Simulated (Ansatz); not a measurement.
**Run report: CoSi2, geometry relaxation (part 2 of 2)**

CoSi2 (slab, 12 atoms in the cell); DFT PBE, scalar-relativistic, plane waves, PAW, no spin polarisation (Ansatz 0.2.0); cutoff 420 eV, 9×9×1 k-mesh, Gaussian smearing of 0.1 eV. The structure derives from a Materials Project entry. It belongs to a series of runs on one base structure; here: (1 1 1) slab, atoms relaxed.

Geometry of the input (Å; fractional positions):
```
3.7898  0.0000  0.0000
-1.8949  3.2821  0.0000
0.0000  0.0000  25.8302
Si 0.0000  0.0000  0.2904
Co 0.6667  0.3333  0.3203
Si 0.3333  0.6667  0.3503
Si 0.6667  0.3333  0.4102
Co 0.3333  0.6667  0.4401
Si 0.0000  0.0000  0.4701
Si 0.3333  0.6667  0.5299
Co 0.0000  0.0000  0.5599
Si 0.6667  0.3333  0.5898
Si 0.0000  0.0000  0.6497
Co 0.6667  0.3333  0.6797
Si 0.3333  0.6667  0.7096
```

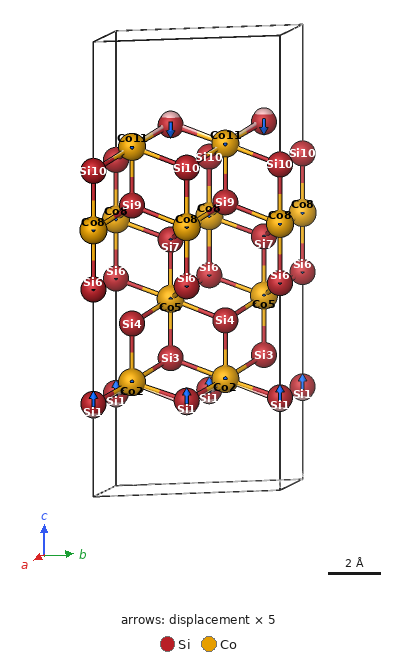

Figure 1. Start (faint) and end (solid) with the displacements as blue arrows, magnified 5 times (ball-and-stick view of the 1 × 2 repeat of the cell, with the vacuum cut short, seen slightly off an axis). Over 4 geometry steps the energy falls by 6.5 meV per atom. Largest force component: 0.62 eV/Å at the start, 0.0056 eV/Å at the end. The largest moves, 0.14 Å, are those of Si1 and Si12. By element the largest moves are Si 0.14 Å, Co 0.03 Å. The cell doesn't change. Among the contacts that change: Co11–Si12 2.321 → 2.288 Å, Co2–Si4 2.321 → 2.296 Å, Co8–Si10 2.321 → 2.329 Å, Co2–Si3 2.321 → 2.315 Å. Among the angles that change: Co2–Si1–Co2 109.5° → 111.9°. (Atoms are counted from 1 in the order of the input.)

```
WARN: The output density's exchange-correlation potential varies sharply where the density is thin. Do not read a vacuum level from v_tot or v_xc, or from such a field of the output density. On a cell that repeats whose density bears no net charge and no dipole along the vacuum's axis use v_es (v_loc + v_h of the components); under efield.dipole_correction with no amplitude use v_es + v_field, which holds any external_charges[].barrier, or the levels of the report's work_function block, which leave it out; under a non-zero efield.amplitude the vacuum is tilted and has no level; on a cell that repeats and bears such a dipole with no correction it is tilted too, and efield.dipole_correction with no amplitude gives each side of its ramp a level where efield: is served; in a cell that repeats whose density bears a net charge (total_charge, or a fill off its count) it is curved and has none; of a slab under crystal.periodic whose density bears no net charge use v_es, which has a level on each side, short of where the two are joined; of another it falls or rises all the way out and has none; of a slab beside external_charges read slab_vacuum_level instead, which it has where they leave it neutral. The grid or the basis barely resolves most such structure, and the values can differ between equally converged runs; as a rule a tighter scf.convergence.dr2_threshold does not remove it. Where the density itself ripples (under the LDA too) a higher basis.ecutwfc lessens it. The files hold the spikes' plane waves up to the density's cutoff. Files: v_tot_of_output_density and the like, and their columns of v_z.tsv (output.write_potential); v_xc_of_output_density and the like, and their columns of v_comp_z.tsv (output.write_potential_components). Measured: with its Gaussian average of σ = 0.25 Å subtracted twice, the exchange-correlation potential is over 0.1 eV at 1 of the grid points where the equally averaged density (valence and model cores) is under 1e-3 e/Å³, and 0.113 eV at the most among them, at an averaged density of 8.6e-9 e/Å³. The input density's (outcome.potential() and, of a run that writes arrays, v_tot and v_xc) is over 0.1 eV, so measured, at 8 points of its own thin density, 0.107 eV at the most. See output.write_potential in the manual, Limitations
SCF converged after 7 iterations
Free energy (F): -25594.440151 eV
Harris-Foulkes:  -25594.440151 eV  (|F-HF|=2.26e-9)
Internal energy: -25594.404278 eV  (E = F + TS)
E sigma→0 (E₀):  -25594.422215 eV
Entropy (-TS):   -0.035872 eV (-2.989 meV/atom)
Fermi energy:    3.539078 eV
Dipole field:    D = -0.000001 V/Å  (p = -0.000001 e·Å, saw-weighted, corrected)
Work function:   Φ+ = 5.0074 eV   Φ− = 5.0074 eV
Levels:          The Fermi level and band energies are counted from a zero that moves with the ramp; work functions are not
--- Per-component energies (eV) ---
  E_band       = -2058.018632
  E_kinetic    = 2181.967048
  E_local      = -105584.618710  (includes V_loc(G=0)·N_el)
  E_nonlocal   = 2009.308983
  E_hartree    = 51267.617021
  E_xc         = -1092.235900
  E_vxc        = -1215.012640  (∫ρ·V_xc dr)
  E_paw        = -10166.094150  (= ΣΔE_a)
  E_vpaw       = -1984.861869  (= ΣTr[D̂ρ^β])
  E_aug_tail   = 0.000487  (compensation charges beyond the density's cutoff)
  E_efield     = 0.000000  (sawtooth field / dipole correction)
  E_vefield    = 0.000000  (∫n·V_field dr)
  E_ewald      = 35789.650942
  E_smearing   = -0.035872  (= −TS)
  E_closure    = -0.000000  (closes the sum)
  Σ components = -25594.440151   (vs F -25594.440151, Δ=0.00e0)
--- Forces (eV/Å), atoms counted from 1 ---
  atom   1  Si    -0.00000000     0.00000000     0.00006790
  atom   2  Co     0.00000000    -0.00000000    -0.00058221
  atom   3  Si     0.00000000    -0.00000000    -0.00550299
  atom   4  Si     0.00000000     0.00000000    -0.00189517
  atom   5  Co     0.00000000     0.00000000    -0.00560351
  atom   6  Si     0.00000000    -0.00000000    -0.00372788
  atom   7  Si     0.00000000     0.00000000     0.00372917
  atom   8  Co     0.00000000    -0.00000000     0.00560351
  atom   9  Si    -0.00000000    -0.00000000     0.00189471
  atom  10  Si     0.00000000     0.00000000     0.00550232
  atom  11  Co     0.00000000     0.00000000     0.00058228
  atom  12  Si    -0.00000000     0.00000000    -0.00006789
  max |Σ_I F_I| component: 2.42e-7 eV/Å
--- Band table (eV; the first three rows and the last of 12) ---
  k-point 0: bands = ["-91.2278", "-91.2278", "-91.0956", "-91.0956", "-54.5508", "-54.5508", "-54.5506", "-54.5506", "-54.5334", "-54.5321", "-54.4257", "-54.4257", "-54.4257", "-54.4257", "-54.3781", "-54.3781", "-9.4464", "-8.8706", "-7.8535", "-6.6816", "-4.6160", "-2.9795", "-1.4175", "-0.5089", "-0.5089", "-0.3062", "-0.3062", "-0.1309", "-0.1309", "-0.0906", "-0.0906", "0.5867", "0.7022", "1.5678", "1.5678", "1.5752", "1.5752", "1.6947", "1.8332", "1.8332", "2.0234", "2.0234", "2.6251", "3.6009", "3.6009", "4.1400", "4.5526", "4.5526", "5.1222", "5.6219", "5.6219", "5.8121", "6.2251", "6.2608", "6.3181", "6.5050", "6.5050", "7.0554", "7.0554", "7.1600", "7.1600", "7.5416"]
  k-point 1: bands = ["-91.2278", "-91.2278", "-91.0956", "-91.0956", "-54.5510", "-54.5508", "-54.5508", "-54.5506", "-54.5334", "-54.5321", "-54.4259", "-54.4259", "-54.4258", "-54.4258", "-54.3781", "-54.3781", "-9.2802", "-8.7063", "-7.6923", "-6.5193", "-4.5088", "-2.9290", "-1.5270", "-0.9331", "-0.5979", "-0.5017", "-0.3755", "-0.3001", "-0.2622", "-0.0718", "0.0542", "0.7361", "0.7964", "1.1300", "1.3192", "1.3934", "1.6249", "1.6367", "1.8625", "1.9116", "2.0349", "2.0538", "2.4708", "3.1494", "3.3557", "3.7569", "4.1648", "4.1807", "4.4021", "5.1002", "5.2547", "5.3992", "5.7654", "5.9798", "6.0160", "6.3716", "6.4791", "7.1492", "7.3768", "7.4867", "7.7101", "7.9232"]
  k-point 2: bands = ["-91.2278", "-91.2278", "-91.0956", "-91.0956", "-54.5515", "-54.5513", "-54.5510", "-54.5507", "-54.5332", "-54.5321", "-54.4265", "-54.4265", "-54.4259", "-54.4259", "-54.3781", "-54.3781", "-8.7866", "-8.2191", "-7.2171", "-6.0458", "-4.2338", "-2.9702", "-2.1780", "-1.7975", "-1.3636", "-0.8344", "-0.4583", "-0.4346", "-0.2520", "0.0744", "0.1707", "0.3925", "0.5904", "0.9744", "1.0818", "1.2047", "1.5196", "1.5368", "1.8945", "1.9657", "2.0200", "2.0618", "2.2754", "2.7640", "2.8405", "2.8868", "3.2369", "3.4847", "3.5131", "4.0622", "4.1749", "4.8211", "5.1544", "5.5313", "5.8752", "6.1929", "6.9562", "7.2058", "7.4556", "7.5425", "7.8532", "8.1106"]
  k-point 11: bands = ["-91.2277", "-91.2277", "-91.0956", "-91.0956", "-54.5521", "-54.5520", "-54.5520", "-54.5518", "-54.5325", "-54.5325", "-54.4270", "-54.4270", "-54.4270", "-54.4270", "-54.3779", "-54.3779", "-5.3826", "-5.3826", "-5.2747", "-5.0359", "-4.8833", "-4.8833", "-4.1650", "-4.1650", "-2.3925", "-2.0050", "-2.0050", "-1.4526", "-0.8882", "-0.8882", "-0.4159", "0.3181", "0.3181", "0.6879", "0.8693", "0.8693", "1.2388", "1.5725", "1.5725", "1.7640", "1.7640", "1.8122", "2.1383", "2.1383", "2.2546", "2.2676", "2.3270", "2.3270", "2.9450", "2.9450", "3.6981", "3.7306", "4.4345", "4.4345", "6.4104", "6.4104", "6.4190", "7.5170", "7.5170", "8.5483", "9.0167", "9.0167"]
--- Relaxed structure (5 steps of the walk, 5 accepted, 0 SCFs on fresh bases) ---
  F+E_penalty+E_count = -25594.44015068 eV   max|allowed force component| = 5.604e-3 eV/Å
  atoms:
    - { symbol: Si, position: [7.690774641566555e-19, -7.690774641972432e-19, 0.29563845700816055] }
    - { symbol: Co, position: [0.6666666666666666, 0.33333333333333326, 0.32147119210531094] }
    - { symbol: Si, position: [0.33333333333333326, 0.6666666666666665, 0.35073296836516277] }
    - { symbol: Si, position: [0.6666666666666666, 0.33333333333333326, 0.41036814737091964] }
    - { symbol: Co, position: [0.33333333333333326, 0.6666666666666665, 0.4409022699213217] }
    - { symbol: Si, position: [-1.0806228339747458e-19, 1.0806228340317633e-19, 0.4693089929892076] }
    - { symbol: Si, position: [0.33333333333333326, 0.6666666666666665, 0.5306910016845607] }
    - { symbol: Co, position: [-1.1652854099700653e-19, 1.1652854100315646e-19, 0.5590977275786092] }
    - { symbol: Si, position: [0.6666666666666666, 0.33333333333333326, 0.5896318542155656] }
    - { symbol: Si, position: [-6.95734843567073e-20, 6.957348436038061e-20, 0.6492670333608538] }
    - { symbol: Co, position: [0.6666666666666666, 0.33333333333333326, 0.6785288098052195] }
    - { symbol: Si, position: [0.33333333333333326, 0.6666666666666665, 0.7043615455951091] }
```

## Trajectory as extended XYZ (Å, eV, eV/Å), 5 frames, from step=1 to step=5
```
12
Lattice="3.7898 0.0000 0.0000 -1.8949 3.2821 0.0000 0.0000 0.0000 25.8302" Properties=species:S:1:pos:R:3:forces:R:3 step=1 energy=-25594.36242
Si    0.0000    0.0000    7.5000    0.0000   0.0000   0.6203
Co    1.8949    1.0940    8.2736    0.0000   0.0000  -0.3630
Si    0.0000    2.1880    9.0472    0.0000   0.0000  -0.1108
Si    1.8949    1.0940   10.5944    0.0000   0.0000  -0.2204
Co    0.0000    2.1880   11.3679    0.0000   0.0000   0.1664
Si    0.0000    0.0000   12.1415    0.0000   0.0000  -0.0841
Si    0.0000    2.1880   13.6887    0.0000   0.0000   0.0841
Co    0.0000    0.0000   14.4623    0.0000   0.0000  -0.1664
Si    1.8949    1.0940   15.2359    0.0000   0.0000   0.2204
Si    0.0000    0.0000   16.7831    0.0000   0.0000   0.1108
Co    1.8949    1.0940   17.5567    0.0000   0.0000   0.3630
Si    0.0000    2.1880   18.3302    0.0000   0.0000  -0.6203
12
Lattice="3.7898 0.0000 0.0000 -1.8949 3.2821 0.0000 0.0000 0.0000 25.8302" Properties=species:S:1:pos:R:3:forces:R:3 step=2 energy=-25594.42182
Si    0.0000    0.0000    7.5647    0.0000   0.0000   0.2726
Co    1.8949    1.0940    8.2763    0.0000   0.0000  -0.0868
Si    0.0000    2.1880    9.0531    0.0000   0.0000  -0.1108
Si    1.8949    1.0940   10.5888    0.0000   0.0000  -0.1008
Co    0.0000    2.1880   11.3736    0.0000   0.0000   0.1033
Si    0.0000    0.0000   12.1370    0.0000   0.0000  -0.0751
Si    0.0000    2.1880   13.6933    0.0000   0.0000   0.0751
Co    0.0000    0.0000   14.4566    0.0000   0.0000  -0.1033
Si    1.8949    1.0940   15.2414    0.0000   0.0000   0.1008
Si    0.0000    0.0000   16.7771    0.0000   0.0000   0.1108
Co    1.8949    1.0940   17.5539    0.0000   0.0000   0.0868
Si    0.0000    2.1880   18.2655    0.0000   0.0000  -0.2726
12
Lattice="3.7898 0.0000 0.0000 -1.8949 3.2821 0.0000 0.0000 0.0000 25.8302" Properties=species:S:1:pos:R:3:forces:R:3 step=3 energy=-25594.43930
Si    0.0000    0.0000    7.6292    0.0000   0.0000  -0.0038
Co    1.8949    1.0940    8.2942    0.0000   0.0000   0.0328
Si    0.0000    2.1880    9.0596    0.0000   0.0000  -0.0495
Si    1.8949    1.0940   10.5920    0.0000   0.0000   0.0246
Co    0.0000    2.1880   11.3835    0.0000   0.0000   0.0188
Si    0.0000    0.0000   12.1287    0.0000   0.0000  -0.0452
Si    0.0000    2.1880   13.7015    0.0000   0.0000   0.0452
Co    0.0000    0.0000   14.4467    0.0000   0.0000  -0.0188
Si    1.8949    1.0940   15.2383    0.0000   0.0000  -0.0246
Si    0.0000    0.0000   16.7706    0.0000   0.0000   0.0495
Co    1.8949    1.0940   17.5360    0.0000   0.0000  -0.0328
Si    0.0000    2.1880   18.2011    0.0000   0.0000   0.0038
12
Lattice="3.7898 0.0000 0.0000 -1.8949 3.2821 0.0000 0.0000 0.0000 25.8302" Properties=species:S:1:pos:R:3:forces:R:3 step=4 energy=-25594.43997
Si    0.0000    0.0000    7.6350    0.0000   0.0000  -0.0087
Co    1.8949    1.0940    8.3004    0.0000   0.0000   0.0222
Si    0.0000    2.1880    9.0553    0.0000   0.0000   0.0152
Si    1.8949    1.0940   10.6001    0.0000   0.0000  -0.0321
Co    0.0000    2.1880   11.3859    0.0000   0.0000   0.0231
Si    0.0000    0.0000   12.1205    0.0000   0.0000   0.0204
Si    0.0000    2.1880   13.7097    0.0000   0.0000  -0.0204
Co    0.0000    0.0000   14.4443    0.0000   0.0000  -0.0231
Si    1.8949    1.0940   15.2301    0.0000   0.0000   0.0321
Si    0.0000    0.0000   16.7749    0.0000   0.0000  -0.0152
Co    1.8949    1.0940   17.5298    0.0000   0.0000  -0.0222
Si    0.0000    2.1880   18.1953    0.0000   0.0000   0.0087
12
Lattice="3.7898 0.0000 0.0000 -1.8949 3.2821 0.0000 0.0000 0.0000 25.8302" Properties=species:S:1:pos:R:3:forces:R:3 step=5 energy=-25594.44015
Si    0.0000    0.0000    7.6364    0.0000   0.0000   0.0001
Co    1.8949    1.0940    8.3037    0.0000   0.0000  -0.0006
Si    0.0000    2.1880    9.0595    0.0000   0.0000  -0.0055
Si    1.8949    1.0940   10.5999    0.0000   0.0000  -0.0019
Co    0.0000    2.1880   11.3886    0.0000   0.0000  -0.0056
Si    0.0000    0.0000   12.1224    0.0000   0.0000  -0.0037
Si    0.0000    2.1880   13.7079    0.0000   0.0000   0.0037
Co    0.0000    0.0000   14.4416    0.0000   0.0000   0.0056
Si    1.8949    1.0940   15.2303    0.0000   0.0000   0.0019
Si    0.0000    0.0000   16.7707    0.0000   0.0000   0.0055
Co    1.8949    1.0940   17.5266    0.0000   0.0000   0.0006
Si    0.0000    2.1880   18.1938    0.0000   0.0000  -0.0001
```

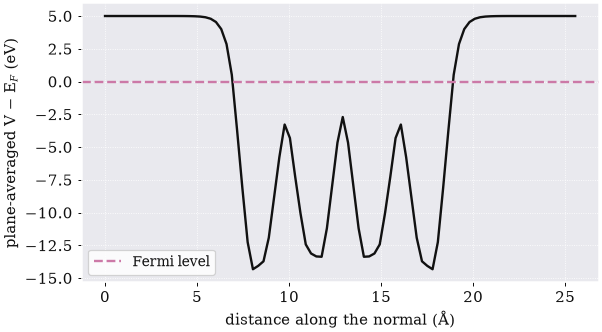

Figure 2. Plane average of the electrostatic potential energy of an electron across the cell, from the Fermi level. The vacuum level lies 5.01 eV above the Fermi level.

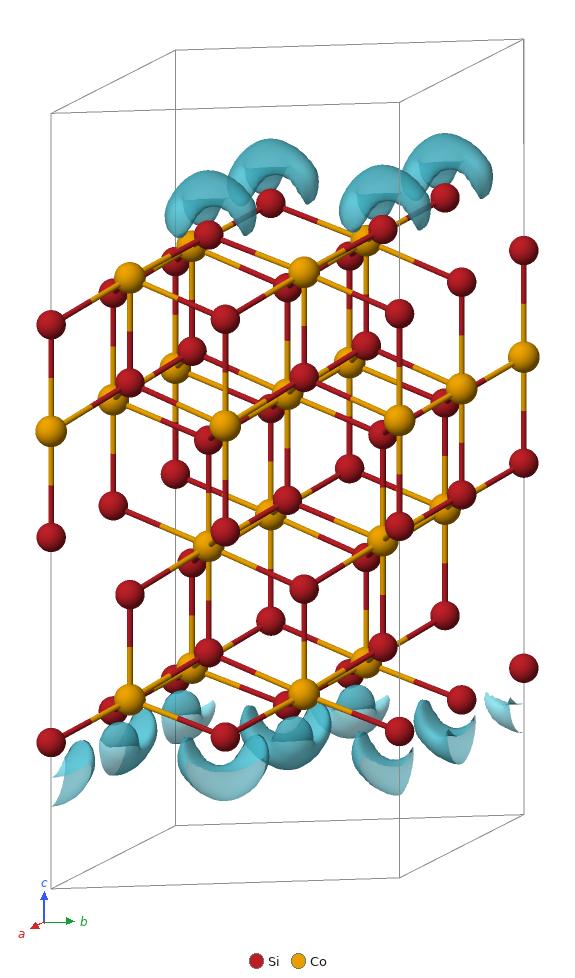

Figure 3. Isosurface of the electron localisation function at 0.8 (cyan), seen slightly off an axis. Only the valence region is drawn (cores and ρ < 0.01 e/Å³ removed). Sticks mark near contacts. Counts are for one cell; the picture repeats the cell along the surface. Along the contacts the grid gives the following. Co–Si (2.29 Å): the ELF is about 0.50 at the midpoint. Co–Si (2.33 Å): the ELF peaks at about 0.75 between the atoms. In a PAW calculation such maps are meaningful between the atoms, not at the nuclei.

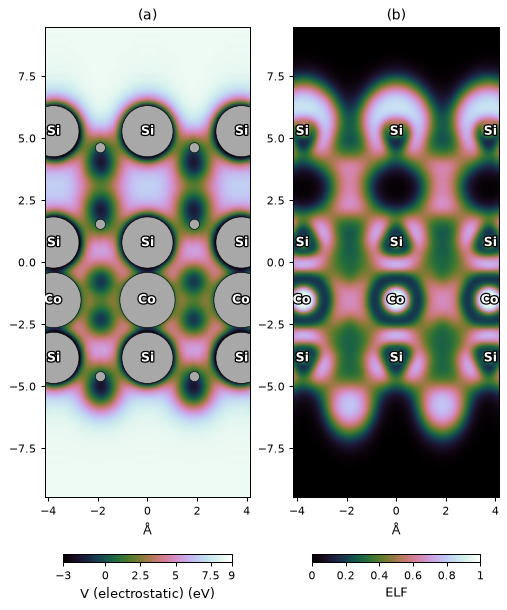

Figure 4. (a) electrostatic potential energy of an electron; (b) ELF on the (100) plane of the calculation cell, a cut from vacuum to vacuum. Grey discs, where drawn, cover atomic cores. Atoms in the plane: Si and Co. Co–Si (2.33 Å): the ELF peaks at about 0.75 between the atoms. The strong features right at Co lie inside the PAW spheres (semicore, d or f shells) and say nothing about bonding.
